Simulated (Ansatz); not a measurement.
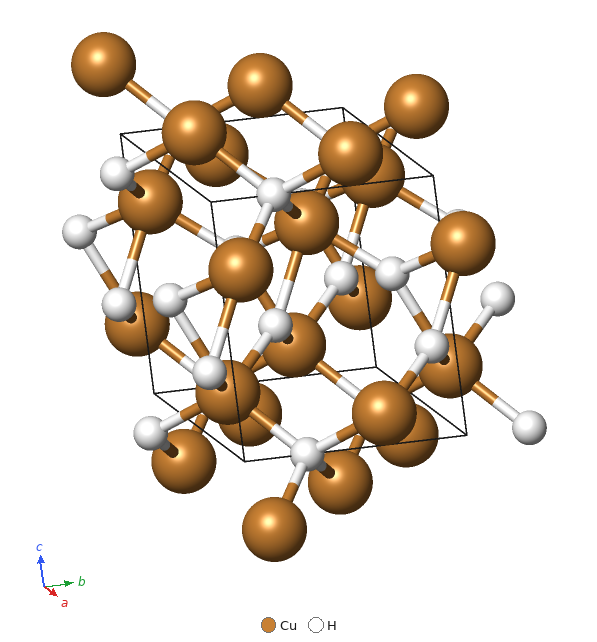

Ball-and-stick drawing of the structure, looking slightly off an axis. One conventional unit cell is framed, with atoms on its boundary repeated. Bonded neighbours in the next cells are drawn too. Cell: a = 4.25 Å, b = 4.14 Å, c = 4.53 Å, α = 90.00°, β = 110.34°, γ = 90.00°.

Starting structure: a structure type filled with these elements by a generator (whether the compound takes this form wasn't checked). Earlier steps of the study may have refined or changed the cell and positions. A calculation with Ansatz used it as input.

### Describe the arrangement of the atoms.

The material is Cu₂H₃. Space group: C2 (No. 5). Lattice: base-centred monoclinic. The cell has 10 atoms, namely 4 Cu, 6 H. The Cu atoms are each bonded to five H at about 1.7 to 1.9 Å. H takes two kinds of site: 4c with three Cu at about 1.7 to 1.9 Å; 2a with four Cu in a distorted tetrahedral arrangement at about 1.7 Å. Not all metal-metal contacts are counted. The bonds build a three-dimensional framework.

Run with Ansatz, DFT PBE, scalar-relativistic, plane waves, PAW and these settings: 420 eV cutoff, k-points about 0.16 Å⁻¹ apart, Gaussian smearing of 0.1 eV, no spin polarisation.

### Classify it as metallic or gapped, with the value.

A metal: bands cross the Fermi level.

### List the Bader charges.

Cu +0.38 e; H -0.34 to -0.21 e.

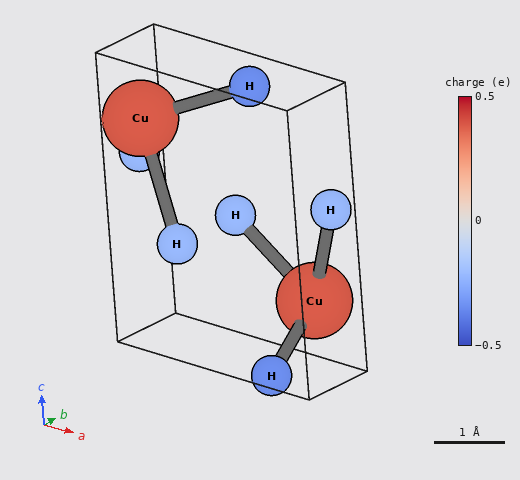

The atoms coloured by those charges. The run's cell of 5 atoms is drawn, so axes and origin can differ from the first picture.

### Is the structure in equilibrium?

Yes. All forces vanish to within 0.01 eV/Å. The pressure is 0.0 GPa, close to zero.
